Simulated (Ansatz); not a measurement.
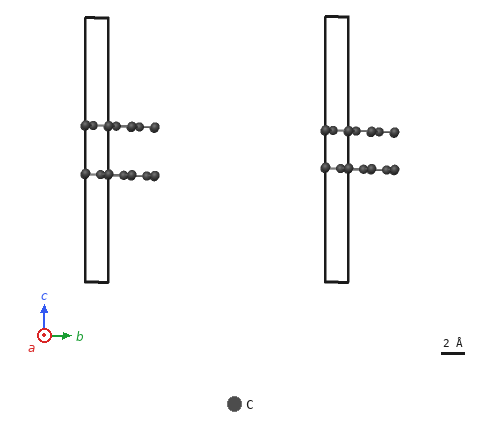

Two geometries of crystalline C (set up in P-3m1), drawn at one scale. One is the start of a relaxation, the other its converged end. The picture is a ball-and-stick view of the cell of the calculation, repeated 1 × 3 × 1 with one cell outlined, seen from a free direction.

These are results of DFT PBE, scalar-relativistic, plane waves, PAW (Ansatz 0.2.0), not measurements. Set-up: plane-wave cutoff 420 eV; k-point mesh 18 × 18 × 2; occupations gaussian; smearing width 0.1 eV; no spin polarisation; cell and atoms relaxed; force threshold 0.005 eV/Å; at most 80 steps.

Question: Which geometry has the lower energy?

Answer: The left one is the relaxed one. The largest moves relative to the cell, 0.51 Å, are those of C atoms. The volume changes by +0.4 %, with a = b 2.456 → 2.467 Å (+0.4 %), c 24.134 → 24.032 Å (−0.4 %). Among the contacts that change: C–C 1.418 → 1.424 Å. The space group stays P-3m1 (No. 164). After 7 accepted moves (8 points after the start) the energy has fallen by 7.1 meV per atom. The largest force component goes from 0.053 to 0.0025 eV/Å. Pressure: 1.08 GPa at the start and 0.00 GPa at the end. The SCF was repeated once at an unchanged geometry on a basis and grid sized afresh for the cell, which shifted the energy by 0.1 meV per atom at most. Cost: 57 s on 1 thread of Intel(R) Xeon(R) 6975P-C (Granite Rapids), on a shared host, peak memory 0.46 GiB.

Limits of the set-up: layers or molecules are held without a dispersion correction, so their spacing is unreliable.
